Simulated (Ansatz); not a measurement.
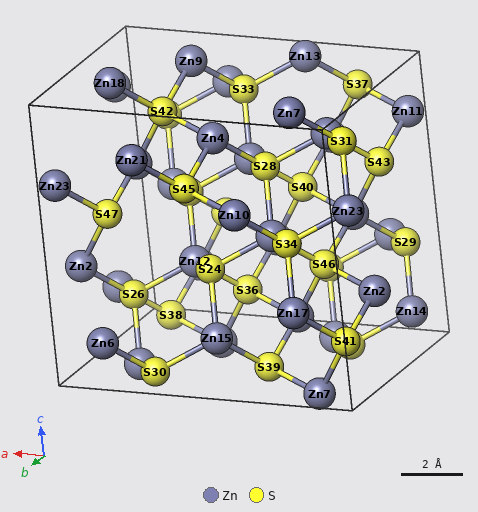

This is the input geometry for a relaxation of a defect cell of composition Zn23S24 (coarse preliminary run). A ball-and-stick model of the cell of the calculation, seen from a free direction.

Case: Zn vacancy (site b), charge +0, atoms relaxed at the host's cell.

These are results of DFT PBE, scalar-relativistic, plane waves, PAW (Ansatz), not measurements.

Set-up: plane-wave cutoff 420 eV; k-point mesh 1 × 1 × 1; occupations gaussian; smearing width 0.01 eV; collinear spin; atoms relaxed in a fixed cell; force threshold 0.025 eV/Å; at most 45 steps.

```
CELL_PARAMETERS angstrom
3.84407 -6.65812 -6.30464
-7.68813 0.00000 -6.30464
3.84407 6.65812 -6.30464
ATOMIC_POSITIONS crystal
Zn 0.33324 0.49991 0.16658
Zn 0.99991 0.66658 0.33324
Zn 0.49991 0.16658 0.33324
Zn 0.49991 0.66658 0.83324
Zn 0.16658 0.33324 0.49991
Zn 0.83324 0.99991 0.16658
Zn 0.16658 0.83324 0.99991
Zn 0.83324 0.49991 0.66658
Zn 0.66658 0.33324 0.99991
Zn 0.33324 0.99991 0.66658
Zn 0.99991 0.16658 0.83324
Zn 0.66658 0.49991 0.33324
Zn 0.33324 0.16658 0.99991
Zn 0.99991 0.33324 0.16658
Zn 0.49991 0.83324 0.16658
Zn 0.49991 0.33324 0.66658
Zn 0.16658 0.99991 0.33324
Zn 0.83324 0.66658 0.99991
Zn 0.16658 0.49991 0.83324
Zn 0.83324 0.16658 0.49991
Zn 0.66658 0.99991 0.83324
Zn 0.33324 0.66658 0.49991
Zn 0.99991 0.83324 0.66658
S 0.54176 0.70842 0.37509
S 0.20842 0.37509 0.04176
S 0.87509 0.54176 0.20842
S 0.37509 0.04176 0.20842
S 0.37509 0.54176 0.70842
S 0.04176 0.20842 0.37509
S 0.70842 0.87509 0.04176
S 0.04176 0.70842 0.87509
S 0.70842 0.37509 0.54176
S 0.54176 0.20842 0.87509
S 0.20842 0.87509 0.54176
S 0.87509 0.04176 0.70842
S 0.54176 0.37509 0.20842
S 0.20842 0.04176 0.87509
S 0.87509 0.20842 0.04176
S 0.37509 0.70842 0.04176
S 0.37509 0.20842 0.54176
S 0.04176 0.87509 0.20842
S 0.70842 0.54176 0.87509
S 0.04176 0.37509 0.70842
S 0.70842 0.04176 0.37509
S 0.54176 0.87509 0.70842
S 0.20842 0.54176 0.37509
S 0.87509 0.70842 0.54176
```

**Predict the outcome.**

After 3 accepted moves (4 points after the start) the energy has fallen by 0.179 eV per cell of the calculation. The largest force component goes from 0.46 to 0.018 eV/Å. 1 step only repeated the SCF at the same geometry. S24 moves most: 0.11 Å along [1 1 1]. By element the largest moves are S 0.11 Å, Zn 0.10 Å. The cell stays as it was. Near-neighbour distances that change, for instance: Zn12–S24 2.356 → 2.302 Å, Zn10–S45 2.356 → 2.315 Å, Zn12–S26 2.356 → 2.389 Å, Zn10–S37 2.356 → 2.382 Å. Bond angles that change, for instance: S24–Zn15–S39 109.6° → 115.0°, Zn12–S24–Zn15 109.3° → 106.1°, S27–Zn15–S30 109.3° → 106.3°.

After the run, drawn alike:

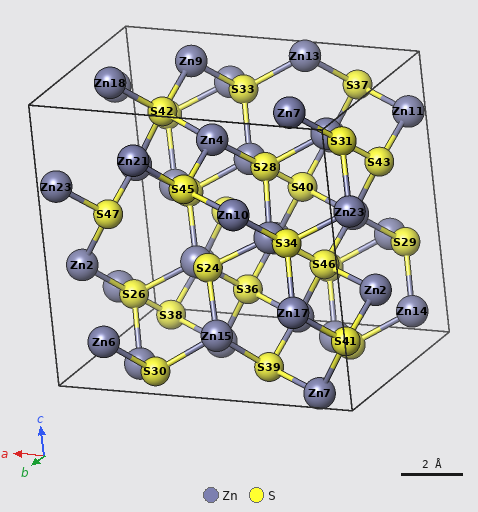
